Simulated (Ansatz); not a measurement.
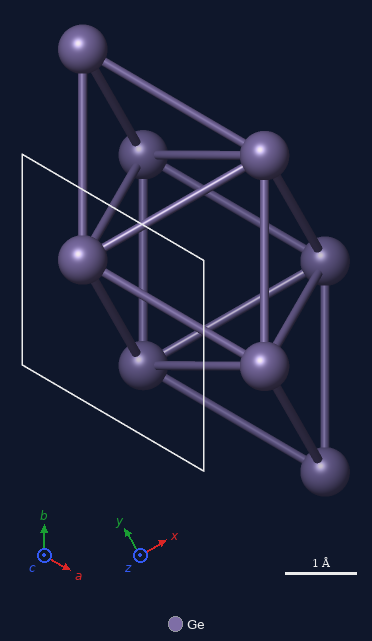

A scan of solid Ge (Cmcm): the cell is strained equally along x and y, with the atoms kept at their fractional coordinates. x, y and z are the Cartesian axes of the input. The picture shows the reference cell. Style: ball-and-stick. Shown: the cell of the calculation, repeated 2 × 2 × 1 with one cell outlined, along the c axis.

Method: DFT PBEsol, scalar-relativistic, plane waves, PAW in Ansatz. Settings: plane-wave cutoff 420 eV; k-point mesh 18 × 18 × 10; occupations gaussian; smearing width 0.15 eV; no spin polarisation. Energies (free energies at the smearing named) are counted from the cell as listed in its source, which wasn't relaxed.

```
Ge
1.0
     1.48805   -2.59469    0.00000
     1.48805    2.59469    0.00000
     0.00000    0.00000    4.72760
Ge
2
Direct
  0.66655 0.33345 0.25000
  0.33345 0.66655 0.75000
```

> Give the energy at each point (the strain: −0.0200, −0.0150, −0.0100, −0.0050, 0.0000, 0.0050, 0.0100, 0.0150, 0.0175, 0.0200).

```tsv
strain	energy change (meV/atom)
−0.0200	8.4
−0.0150	4.9
−0.0100	2.4
−0.0050	0.8
0.0000	0.0
0.0050	0.1
0.0100	1.0
0.0150	2.9
0.0175	4.1
0.0200	5.6
```

Of the computed points the lowest is at the strain 0.00, 0.0 meV/atom. The end points stand at 8.4 meV/atom (−0.02) and 5.6 meV/atom (0.02). The curvature at zero strain, (1/V) d²E/dε², is about 300 GPa; it is C₁₁ + C₂₂ + 2C₁₂ with clamped ions. The distortion keeps the space group Cmcm. At the strain −0.02 the cell of the drawing goes a 2.991 → 2.931 Å, b 2.991 → 2.931 Å.
